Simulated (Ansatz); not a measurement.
Structure data:

```
Al Cu
1.0
     4.10181    0.00000    0.00000
    -2.05091    3.55227    0.00000
     0.00000    0.00000   12.97972
Al Cu
6 4
Direct
  0.00000 0.00000 0.41515
  0.00000 0.00000 0.03072
  0.66667 0.33333 0.54977
  0.66667 0.33333 0.16533
  0.33333 0.66667 0.66497
  0.33333 0.66667 0.28053
  0.66667 0.33333 0.73814
  0.66667 0.33333 0.35371
  0.33333 0.66667 0.47660
  0.33333 0.66667 0.09216
```

### Describe what this structure looks like.

Formula: Al$_{3}$Cu$_{2}$. The symmetry is that of P3m1 (No. 156), on a primitive hexagonal lattice. Cell content 6 Al, 4 Cu; Z = 2. The bonds build Al3Cu2 layers parallel to (001).

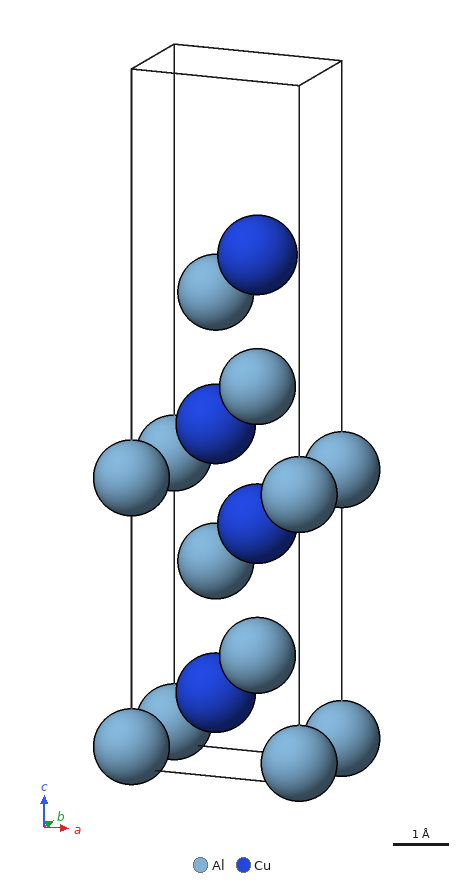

The image is a spheres-only drawing of a crystal, viewed slightly off an axis. The conventional unit cell is outlined; an atom on or near a face, edge or corner is repeated at each equivalent position.

The starting point was a structure listed in the Materials Project. The cell was then strained or its atoms displaced on purpose. Ansatz was used for an electronic-structure calculation on it.

At this level of theory the cell isn't at rest (forces up to 0.9 eV/Å), so its distances can differ from those at equilibrium, the more so the softer the solid.
